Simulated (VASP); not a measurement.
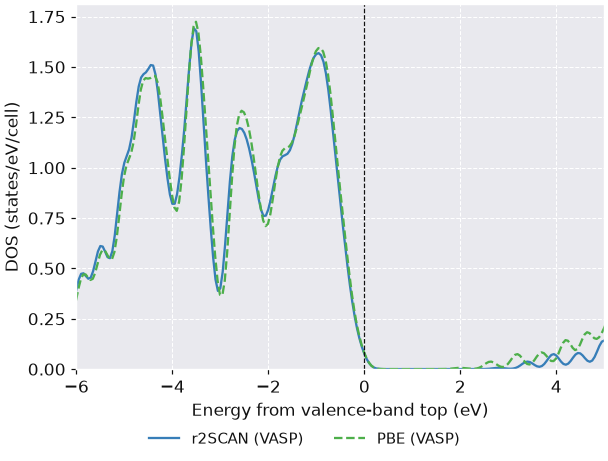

Total densities of states of MgO, space group P4/mmm, 2 atoms in the cell, CsCl type, biaxial (xy) strain +2.5%, by two methods on the same cell. The curves are built from the levels of the k mesh with Gaussians 0.3 eV wide, which also blur the band edges. Each is counted from its own valence-band top.

### What changes from one method to the other?

r2SCAN (VASP) gives a gap of 2.80 eV and PBE (VASP) gives a gap of 1.99 eV.

Settings. r2SCAN (VASP): DFT, r2SCAN, plane waves, PAW, 10×10×10 k mesh, 520 eV cutoff, Gaussian smearing of 0.01 eV (VASP 6.6.1). PBE (VASP): DFT, PBE, plane waves, PAW, 10×10×10 k mesh, 520 eV cutoff, Fermi-Dirac smearing of 0.02 eV (VASP 6.6.1).
